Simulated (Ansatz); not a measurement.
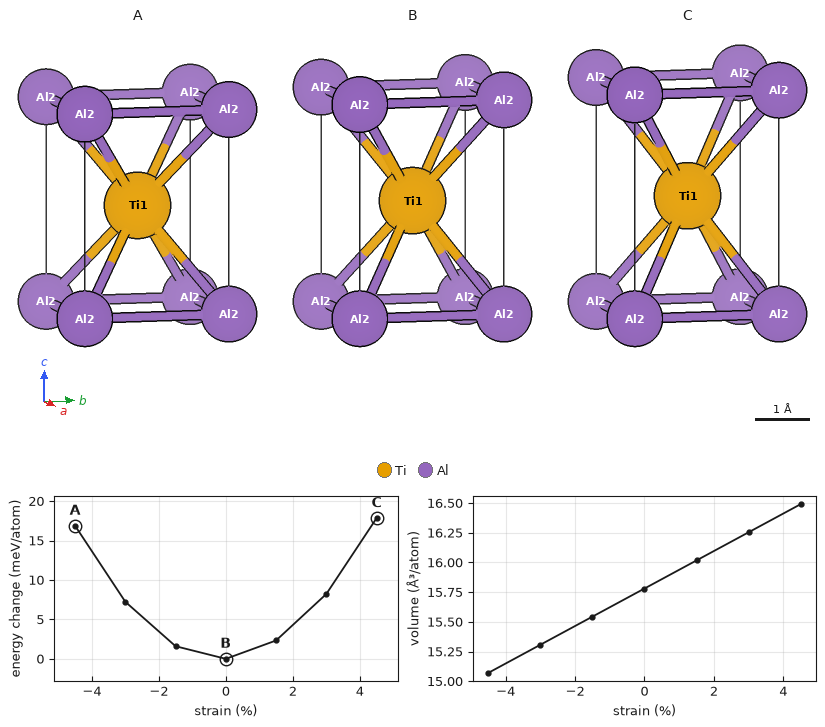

Members of a series of calculations on a crystal of TiAl (set up in P4/mmm), marked on the first curve. Style: ball-and-stick. Shown: the cell of the calculation, slightly off an axis.

Method: Ansatz, DFT PBEsol, scalar-relativistic, plane waves, PAW. Settings: plane-wave cutoff 420 eV; k-point mesh 16 × 16 × 10; occupations gaussian; smearing width 0.1 eV; no spin polarisation.

### Describe the series.

Strain along c alone, the other axes held, atoms relaxed. A (strain −4.5 %): energy change 16.9 meV/atom, volume 15.07 Å³ per atom. B (strain 0.0 %): energy change 0.0 meV/atom, volume 15.78 Å³ per atom. C (strain 4.5 %): energy change 17.8 meV/atom, volume 16.49 Å³ per atom. The rest compares A with C. The volume changes by +9.4 %, with a = b unchanged at 2.795 Å, c 3.859 → 4.223 Å (+9.4 %). Near-neighbour distances before and after: Al–Ti 2.762 → 2.892 Å.
